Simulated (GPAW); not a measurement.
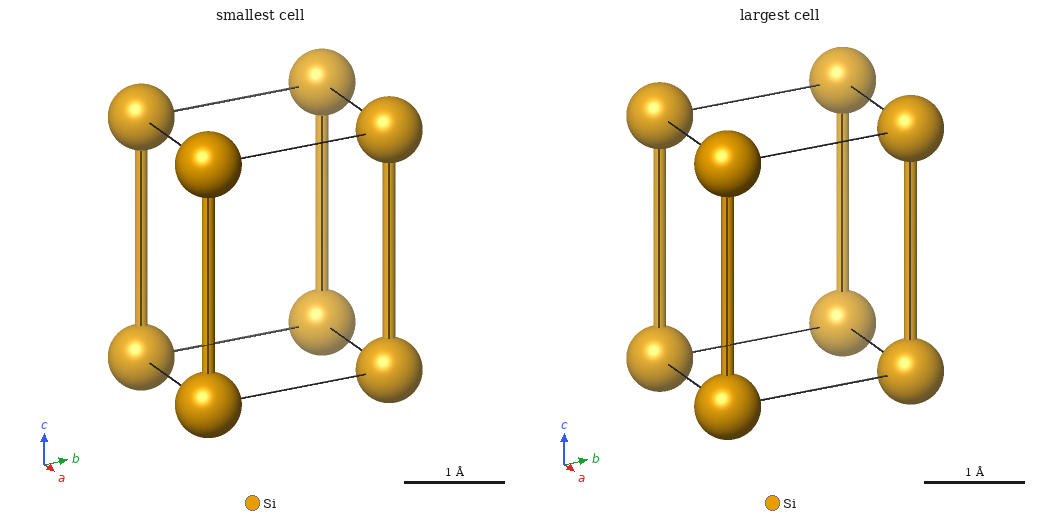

Si, simple hexagonal, space group P6/mmm (No. 191), relaxed (cell and atoms, zero pressure) with five choices of dispersion term on top of PBEsol; the smallest and the largest of the relaxed conventional cells are drawn to one scale (sticks follow a distance rule). The start was a structure listed in the Materials Project. This isn't the form of Si at room conditions, which is diamond.

Alike in all runs: GPAW 26.7.0; functional PBEsol; potentials PAW data sets generated in the run's folder for this functional; cutoff 600 eV; k mesh 12 × 12 × 11 on the run's cell of 1 atom; occupations fermi-dirac, width 0.05 eV; no spin polarisation; no spin-orbit coupling. All runs are metallic.

```tsv
level	volume (Å³/atom)	a (Å)	c (Å)
D4	14.46	2.596	2.477
D3(BJ)	14.28	2.586	2.466
none	14.79	2.617	2.493
D3	14.59	2.604	2.484
D3(BJ)-ATM	?	?	?
```

> Fill in the row of D3(BJ)-ATM.

Volume 14.33 Å³/atom; a 2.588 Å; c 2.470 Å. That is between D3(BJ) and D4 in volume.

> Order the levels by the relaxed volume, smallest first.

D3(BJ) (14.28 Å³/atom), D3(BJ)-ATM (14.33 Å³/atom), D4 (14.46 Å³/atom), D3 (14.59 Å³/atom), none (14.79 Å³/atom). Rows within a few tenths of a per cent can't be told apart.

Caveat: later steps reuse the first step's grids; pairwise dispersion terms can overbind metals strongly.
